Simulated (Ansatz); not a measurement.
## Electronic structure of SiGe5 in real space

The calculation's input:

```
crystal:
  lattice:
    - [4.0350769787, 0.0, 0.0]
    - [-2.0175384894, 3.4944791698, 0.0]
    - [0.0, 0.0, 19.7747511103]
  atoms:
    - { symbol: Si, position: [0.3333333333, 0.6666666667, 0.0183387721] }
    - { symbol: Si, position: [0.6666666667, 0.3333333333, 0.9816612279] }
    - { symbol: Ge, position: [0.6666666667, 0.3333333333, 0.8586467913] }
    - { symbol: Ge, position: [0.3333333333, 0.6666666667, 0.1413532087] }
    - { symbol: Ge, position: [0.0, 0.0, 0.8158280053] }
    - { symbol: Ge, position: [0.0, 0.0, 0.6900183734] }
    - { symbol: Ge, position: [0.0, 0.0, 0.1841719947] }
    - { symbol: Ge, position: [0.0, 0.0, 0.3099816266] }
    - { symbol: Ge, position: [0.3333333333, 0.6666666667, 0.5213760834] }
    - { symbol: Ge, position: [0.6666666667, 0.3333333333, 0.4786239166] }
    - { symbol: Ge, position: [0.6666666667, 0.3333333333, 0.3526927035] }
    - { symbol: Ge, position: [0.3333333333, 0.6666666667, 0.6473072965] }
basis:
  ecutwfc: 420
kpoints:
  mp_grid: { grid: [12, 12, 2] }
  band_path:
    path:
      - [[0.0, 0.0, 0.0], [0.5, 0.0, 0.0], [0.33333333, 0.33333333, 0.0], [0.0, 0.0, 0.0], [0.0, 0.0, 0.5], [0.5, 0.0, 0.5], [0.33333333, 0.33333333, 0.5], [0.0, 0.0, 0.5]]
      - [[0.5, 0.0, 0.5], [0.5, 0.0, 0.0]]
      - [[0.33333333, 0.33333333, 0.5], [0.33333333, 0.33333333, 0.0]]
    npoints: 10
hamiltonian:
  xc: pbe
scf:
  occupations: { method: gaussian, width: 0.1 }
  n_extra_bands: 30
output:
  forces: true
  stress: true
  eigenvalues: true
  populations: true
  dos: { projected: true, de: 0.02, nscf_kmesh: { grid: [15, 15, 3] } }
  bader: false
  write_density: true
  write_potential: true
  elf: true
  volumetric_format: npy
```

Launched as:

```sh
ansatz run input.yaml --threads 1 --pin off --max-ram 2560MiB --backend cpu --events-out ev --progress --plain --runs-dir out
```

Below, planes, directions and counts refer to the conventional cell (a = 4.04 Å, b = 4.04 Å, c = 19.77 Å, α = 90.00°, β = 90.00°, γ = 120.00°).

Space group P-3m1; a generated structure, not necessarily the stable one.

These are results of DFT PBE, scalar-relativistic, plane waves, PAW (Ansatz), not measurements.

In a PAW calculation such maps are meaningful between the atoms, not at the nuclei.

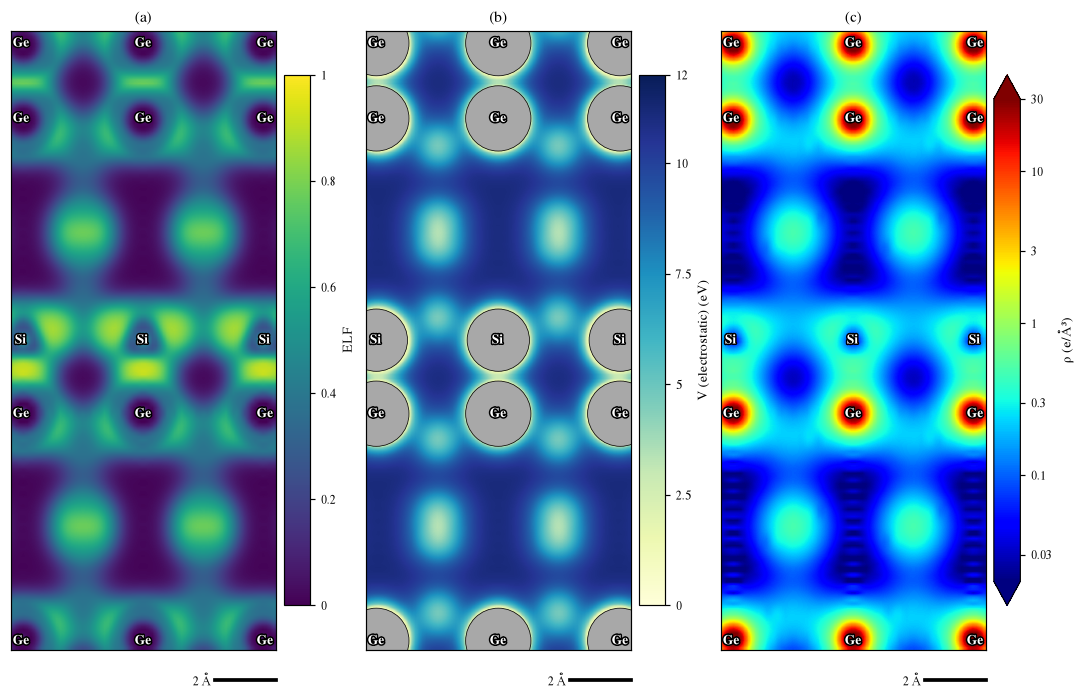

Figure 1. (a) electron localisation function; (b) electrostatic potential energy of an electron; (c) valence electron density on the (100) plane of the conventional cell. Grey discs cover the atomic cores in the potential map.

**Interpret the plot.**

- The plane passes through Si and Ge nuclei.
- Si–Ge (2.43 Å): ρ is about 0.48 e/Å³ halfway; the ELF peaks at about 0.90 between the atoms.
- Ge–Ge (2.49 Å): ρ is about 0.5 e/Å³ halfway; the ELF peaks at about 0.80 between the atoms.
- The density dies away to nearly zero in the voids.
- Outside the cores the potential energy rises away from the atoms and is highest about 2.4 Å from the nearest atoms; its zero is arbitrary.

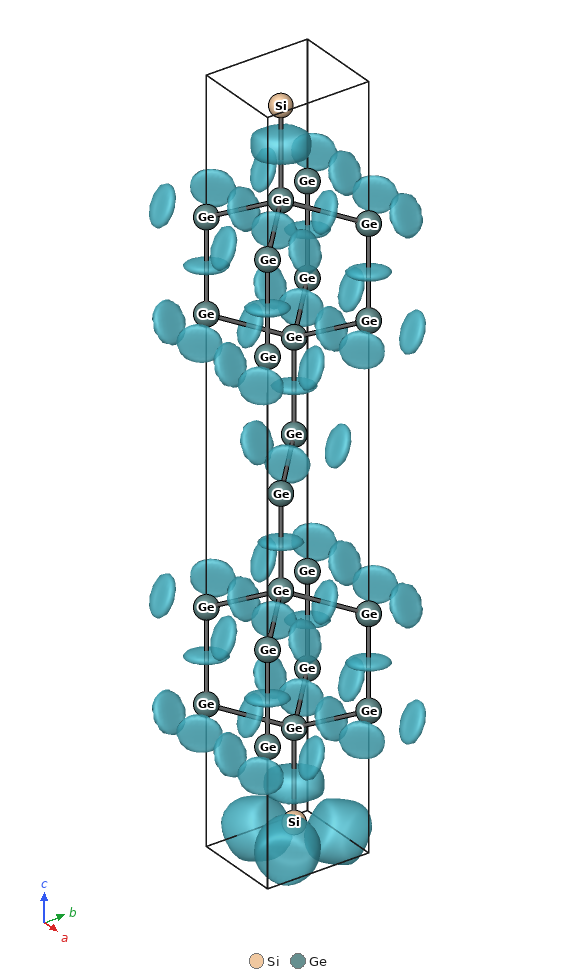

Figure 2. Isosurface of the electron localisation function at 0.7 (cyan), seen slightly off an axis. Core shells and regions of very low density are left out. Sticks mark near contacts.

**What do the ELF domains correspond to?**

The ELF exceeds this value in 19 regions between bonded Ge–Ge atoms, two regions between bonded Ge–Si atoms and three regions between bonded Si–Si atoms, counted in one cell of 12 atoms. Any copies at cell faces, edges or corners count once. Profiles from the grid: Si–Si (2.44 Å): the ELF peaks at about 0.95 between the atoms.

**Does the calculation make it a metal, or give it a gap?**

It is metallic or semimetallic at this level of theory: no gap opens.
